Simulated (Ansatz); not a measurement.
A series of calculations on C

**1. Relaxation**

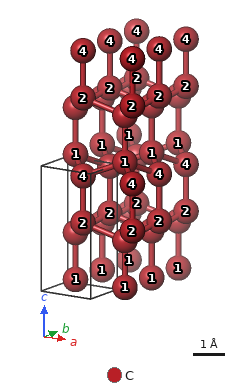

This is the input geometry for a relaxation of solid C (set up in P6_3/mmc). The picture is a ball-and-stick view of the cell of the calculation, repeated 2 × 3 × 2 with one cell outlined, seen slightly off an axis.

Computed with DFT r2SCAN, scalar-relativistic, plane waves, PAW (Ansatz 0.2.0).

Input file:
```yaml
crystal:
  lattice:
    - [2.5220988435, 0.0, 0.0]
    - [-1.2610494217, 2.1842016693, 0.0]
    - [0.0, 0.0, 4.1186]
  atoms:
    - { symbol: C, position: [0.3333333333, 0.6666666667, 0.0625] }
    - { symbol: C, position: [0.6666666667, 0.3333333333, 0.5625] }
    - { symbol: C, position: [0.3333333333, 0.6666666667, 0.4375] }
    - { symbol: C, position: [0.6666666667, 0.3333333333, 0.9375] }
basis:
  ecutwfc: 500
kpoints:
  mp_grid: { grid: [12, 12, 6] }
hamiltonian:
  xc: r2scan
scf:
  occupations: { method: gaussian, width: 0.02 }
output:
  forces: true
  stress: true
  eigenvalues: true
relax:
  adjacent_minimum: "off"
  f_tol: 0.005
  max_steps: 80
  cell: { stress_tol: 0.05 }
```

Command:
```bash
ansatz run input.yaml --threads 1 --pin off --max-ram 2560MiB --backend cpu --events-out ev --progress --plain --runs-dir out
```

Predict the outcome.

The energy falls by 6.2 meV per atom in 5 accepted moves (6 points after the start). Largest force component: 0.061 eV/Å at the start, 0.00018 eV/Å at the end. The pressure goes from −0.96 to 0.00 GPa. At 1 point the geometry stayed and the basis and grid were re-selected for the new cell (energy shift of less than 0.05 meV per atom at most each time). No atom moves by more than 0.005 Å relative to the cell. The volume changes by −0.3 %, with a = b 2.522 → 2.503 Å (−0.7 %), c 4.119 → 4.169 Å (+1.2 %). Near-neighbour distances that change, for instance: C1–C3 1.544 → 1.561 Å, C1–C4 1.544 → 1.537 Å. The space group stays P6_3/mmc (No. 194). The run took 21 s on 1 thread of Arm Neoverse V1, with other jobs on the host, peak memory 0.35 GiB.

After the run, drawn alike:

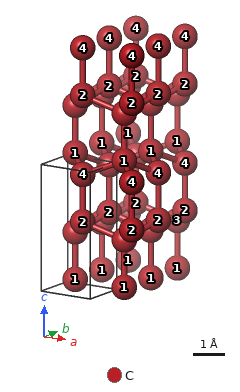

**2. Scan**

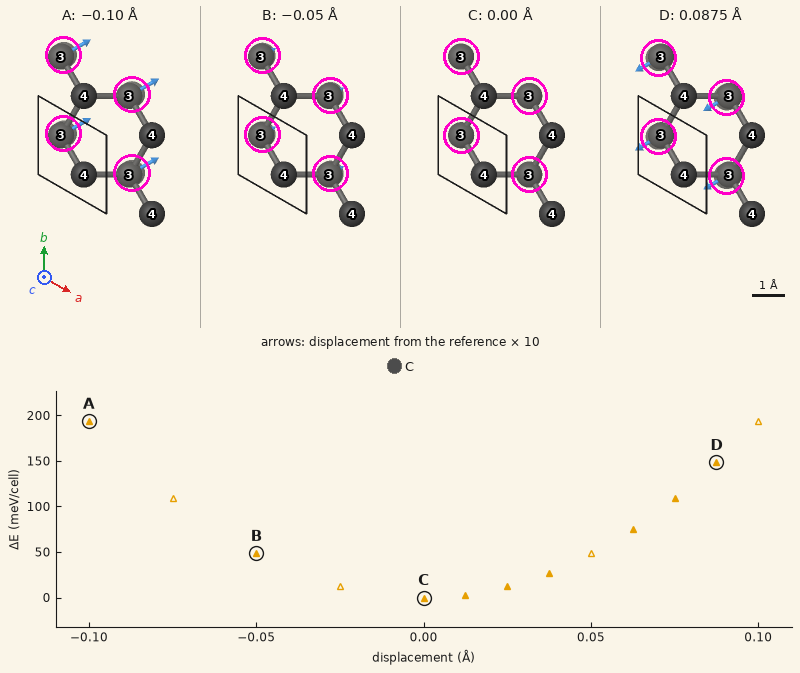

Energy scan for crystalline C (P6_3/mmc), in which a C atom (one in each cell of 4 atoms) is moved towards the nearest copy of atom 1 (C) at 2.503 Å, all else fixed. The lettered frames are marked on the plot. Hollow markers are points alike by symmetry, not computed again. Style: ball-and-stick. Shown: the cell of the calculation, repeated 2 × 2 × 1 with one cell outlined, along the c axis. The ringed atoms are those of the scanned coordinate. Blue arrows: displacements from the reference.

Computed with DFT r2SCAN, scalar-relativistic, plane waves, PAW in Ansatz 0.2.0. (plane-wave cutoff 500 eV; k-point mesh 12 × 12 × 6; occupations gaussian; smearing width 0.05 eV; no spin polarisation). Energies (free energies at the smearing named) are counted from the relaxed crystal.

Describe the profile.

Of the computed points the lowest is at the displacement 0.00 Å, 0.0 meV/cell. At the ends of the scan the energy is 193.7 meV/cell (−0.10 Å) and 193.7 meV/cell (0.10 Å). The curvature at zero is about 39 eV/Å². The well is symmetric. At the highest point the shortest interatomic distance is 1.46 Å, against 1.54 Å in the reference. The distortion takes the space group from P6_3/mmc to P1.

The computed points:

| displacement (Å) | ΔE (meV/cell) |
| --- | --- |
| −0.1000 | 193.7 |
| −0.0750 | 109.0 |
| −0.0500 | 48.5 |
| −0.0250 | 12.1 |
| 0.0000 | 0.0 |
| 0.0125 | 3.0 |
| 0.0250 | 12.1 |
| 0.0375 | 27.3 |
| 0.0500 | 48.5 |
| 0.0625 | 75.7 |
| 0.0750 | 109.0 |
| 0.0875 | 148.3 |
| 0.1000 | 193.7 |

Points that are alike by symmetry were computed once.

**3. Scan**

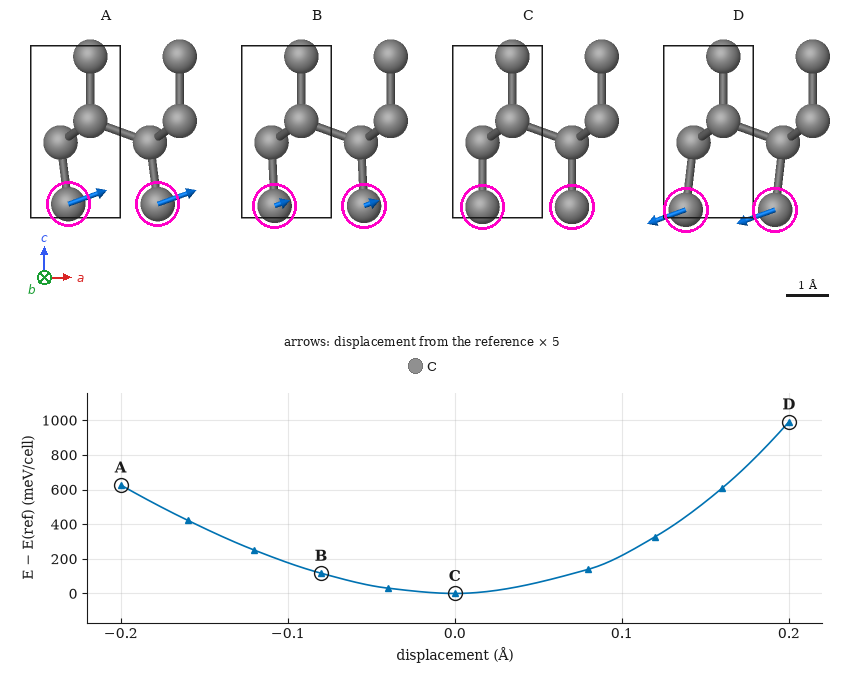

Energy scan for solid C (P6_3/mmc), in which a C atom (one in each cell of 4 atoms) is moved towards the nearest copy of atom 4 (C) at 1.537 Å, all else fixed. The lettered frames are marked on the plot. Style: ball-and-stick. Shown: the cell of the calculation, repeated 2 × 2 × 1 with one cell outlined, along the b axis. The ringed atoms are those of the scanned coordinate. Blue arrows: displacements from the reference.

Computed with Ansatz 0.2.0, DFT r2SCAN, scalar-relativistic, plane waves, PAW. (plane-wave cutoff 500 eV; k-point mesh 12 × 12 × 6; occupations gaussian; smearing width 0.05 eV; no spin polarisation). Energies (free energies at the smearing named) are counted from the relaxed crystal.

**Describe the profile.**

Of the computed points the lowest is at the displacement 0.00 Å, 0 meV/cell. The curvature at zero is about 40 eV/Å². The well is lopsided: at ±0.20 Å the energy is 1.6 times higher on the positive side. At the highest point the shortest interatomic distance is 1.34 Å, against 1.54 Å in the reference. The distortion takes the space group from P6_3/mmc to Cm.
